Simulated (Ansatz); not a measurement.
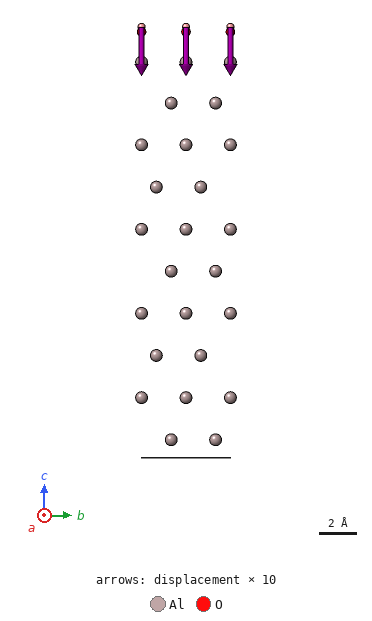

A constrained relaxation of a slab of composition Al10O (cut from the P6_3/mmc phase). The starting structure is drawn faded, the final one solid; purple arrows show the displacements, 10 times their true length.

The picture is a ball-and-stick view of the 2 × 2 repeat of the cell, outlined in the plane, without the vacuum, seen along the a axis.

Case: O put at a top Al site. The slab is the (0 0 1) face of Al with O on it. 5 atoms are held fixed.

Level of theory: DFT PBEsol, scalar-relativistic, plane waves, PAW in Ansatz 0.2.0. (plane-wave cutoff 420 eV; k-point mesh 12 × 12 × 1; occupations gaussian; smearing width 0.1 eV; no spin polarisation; dipole correction; atoms relaxed in a fixed cell; force threshold 0.03 eV/Å; at most 70 steps)

**Describe the change and its energy.**

The energy falls by 0.385 eV per cell of the calculation in 3 accepted moves (4 points after the start). Largest force component: 3 eV/Å at the start, 0.019 eV/Å at the end. 1 step only repeated the SCF at the same geometry. The O atom moves most: 0.27 Å along the normal (−c). By element the largest moves are O 0.27 Å, Al 0.07 Å. The lattice vectors keep their values. Some distances before and after: Al–O 1.880 → 1.675 Å.

Limits of the set-up: the periodic images lie only 2.8 Å apart, so the values are limited by the cell's size.
